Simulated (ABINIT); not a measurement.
**Run report: B, geometry relaxation**

B (P4/mmm, 1 atom in the cell), computed with Kohn-Sham DFT of a periodic cell, PBE, JTH PAW PBE v2.0, no spin polarisation (ABINIT 10.8.3).

The structure was built on a prototype by a generator; it need not be a known phase. The input holds or restrains some coordinates.

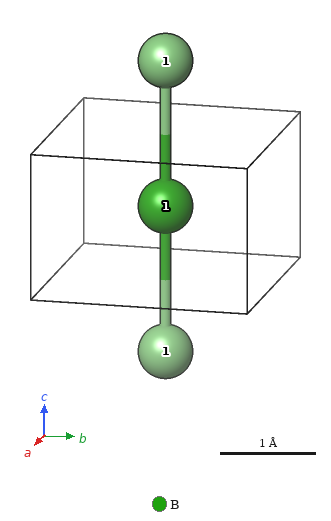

Figure 1. The input geometry (ball-and-stick view of the cell of the calculation, seen slightly off an axis; neighbours outside the cell are drawn fainter; atoms are numbered from 1 in the order of the input). An atom can appear more than once, as a periodic image. Near neighbours in the periodic cell (some may lie outside the picture): B has 2 B at 1.59 Å.

### Input file
```python
import json, os
import numpy as np
from ase.constraints import FixSymmetry
from ase.optimize import LBFGS
from ase.filters import FrechetCellFilter
from ase.units import GPa
from ase.calculators.abinit import Abinit, AbinitProfile
from ase import Atoms

atoms = Atoms(['B'],
              cell=[[2.34611, 0.0, 0.0], [0.0, 2.34611, 0.0], [0.0, 0.0, 1.58579]],
              scaled_positions=[[0.5, 0.5, 0.5]],
              pbc=True)

profile = AbinitProfile(command='abinit', pp_paths=[os.path.abspath('pseudos')])
params = dict(
    pps='pawxml', xc='PBE',
    chksymtnons=0,
    tolsym=1e-05,
    ecut=408.1708,
    pawecutdg=816.3416,
    pawxcdev=0,
    pawovlp=-1,
    kptopt=1,
    ngkpt=[11, 11, 16],
    nshiftk=1,
    shiftk=[0.0, 0.0, 0.0],
    ixc=11,
    nband=6,
    occopt=3,
    tsmear=0.05,
    nstep=100,
    tolvrs=1e-09,
    prtwf=0,
    prtden=0,
    ecutsm=0.5,
)

atoms.calc = Abinit(profile=profile, directory='run', **params)
atoms.set_constraint(FixSymmetry(atoms, symprec=1e-4))
opt = LBFGS(FrechetCellFilter(atoms), trajectory='opt.traj')
converged = opt.run(fmax=0.01, steps=30)
print('converged', converged)
print('cell (A)', np.round(atoms.cell[:], 5).tolist())
energy = atoms.get_potential_energy()
forces = atoms.get_forces()
stress = atoms.get_stress()
print(f'energy {energy:.6f} eV')
print('forces (eV/A)')
print(np.round(forces, 5))
print('stress (GPa, Voigt, tension positive)', np.round(stress / GPa, 4))
json.dump(dict(energy=energy, forces=forces.tolist(), stress=stress.tolist(), cell=atoms.cell.tolist(), frac=atoms.get_scaled_positions(wrap=False).tolist()), open('results.json', 'w'))
```

### File abinit.in
```
chksymtnons 0
ecut 408.1708 eV
ecutsm 0.5
ixc 11
kptopt 1
natom 1
nband 6
ngkpt
11 11 16
nshiftk 1
nsppol 1
nstep 100
occopt 3
pawecutdg 816.3416 eV
pawovlp -1
pawxcdev 0
prtden 0
prtwf 0
shiftk
0.0 0.0 0.0
tolsym 1e-05
tolvrs 1e-09
tsmear 0.05 eV
#Definition of the unit cell
acell
1.00000000000000 1.00000000000000 1.00000000000000 Angstrom
rprim
2.33247901996904 0.00000000000000 0.00000000000000
0.00000000000000 2.33247901996904 0.00000000000000
0.00000000000000 0.00000000000000 1.58844703983906
chkprim 0 # Allow non-primitive cells
#Definition of the atom types
ntypat 1
znucl 5
#Enumerate different atomic species
typat
 1
pseudos "./pseudos/B.GGA_PBE-JTH.xml"
#Definition of the atoms
xcart
2.20387327100100 2.20387327100100 1.50086493534611
chkexit 1 # abinit.exit file in the running directory terminates after the current SCF
```

Command:
```bash
python run.py
```

### Output
```
Step          Energy          fmax
LBFGS:    0      -76.813604        0.124597
LBFGS:    1      -76.813819        0.051320
LBFGS:    2      -76.813920        0.037344
LBFGS:    3      -76.814045        0.048160
LBFGS:    4      -76.814072        0.019740
LBFGS:    5      -76.814164        0.002020
converged True
cell (A) [[2.33248, 0.0, 0.0], [0.0, 2.33248, 0.0], [0.0, 0.0, 1.58845]]
energy -76.814164 eV
forces (eV/A)
[[0. 0. 0.]]
stress (GPa, Voigt, tension positive) [-0.0095 -0.0095  0.0374  0.      0.      0.    ]
```

### Trajectory as extended XYZ (Å, eV, eV/Å), 6 frames, from step=0 to step=5
```
1
Lattice="2.3461 0.0000 0.0000 0.0000 2.3461 0.0000 0.0000 0.0000 1.5858" Properties=species:S:1:pos:R:3:forces:R:3 step=0 energy=-76.81360
B     1.1731    1.1731    0.7929    0.0000   0.0000   0.0000
1
Lattice="2.3440 0.0000 0.0000 0.0000 2.3440 0.0000 0.0000 0.0000 1.5886" Properties=species:S:1:pos:R:3:forces:R:3 step=1 energy=-76.81382
B     1.1720    1.1720    0.7943    0.0000   0.0000   0.0000
1
Lattice="2.3410 0.0000 0.0000 0.0000 2.3410 0.0000 0.0000 0.0000 1.5895" Properties=species:S:1:pos:R:3:forces:R:3 step=2 energy=-76.81392
B     1.1705    1.1705    0.7947    0.0000   0.0000   0.0000
1
Lattice="2.3350 0.0000 0.0000 0.0000 2.3350 0.0000 0.0000 0.0000 1.5896" Properties=species:S:1:pos:R:3:forces:R:3 step=3 energy=-76.81404
B     1.1675    1.1675    0.7948    0.0000   0.0000   0.0000
1
Lattice="2.3327 0.0000 0.0000 0.0000 2.3327 0.0000 0.0000 0.0000 1.5889" Properties=species:S:1:pos:R:3:forces:R:3 step=4 energy=-76.81407
B     1.1664    1.1664    0.7944    0.0000   0.0000   0.0000
1
Lattice="2.3325 0.0000 0.0000 0.0000 2.3325 0.0000 0.0000 0.0000 1.5884" Properties=species:S:1:pos:R:3:forces:R:3 step=5 energy=-76.81416
B     1.1662    1.1662    0.7942    0.0000   0.0000   0.0000
```

### Results in brief

- outcome: converged under the restraints of the input
- space group (tolerance 0.01 Å): P4/mmm (123)
- electrons treated: 3
- free energy: −76.8141 eV
- gap on the k-point mesh: none (metallic)
- pressure: −0.01 GPa
- final volume: 8.64 Å³
- largest force (length of the vector) at the end, held atoms and coordinates included: under 0.001 eV/Å
- final cell: a = 2.332 Å, b = 2.332 Å, c = 1.588 Å, α = 90.00°, β = 90.00°, γ = 90.00°
- hardware: 1 thread of Arm Neoverse V1, 24 GiB of memory available, shared host
- wall time: 27 s
- peak memory: 0.08 GiB
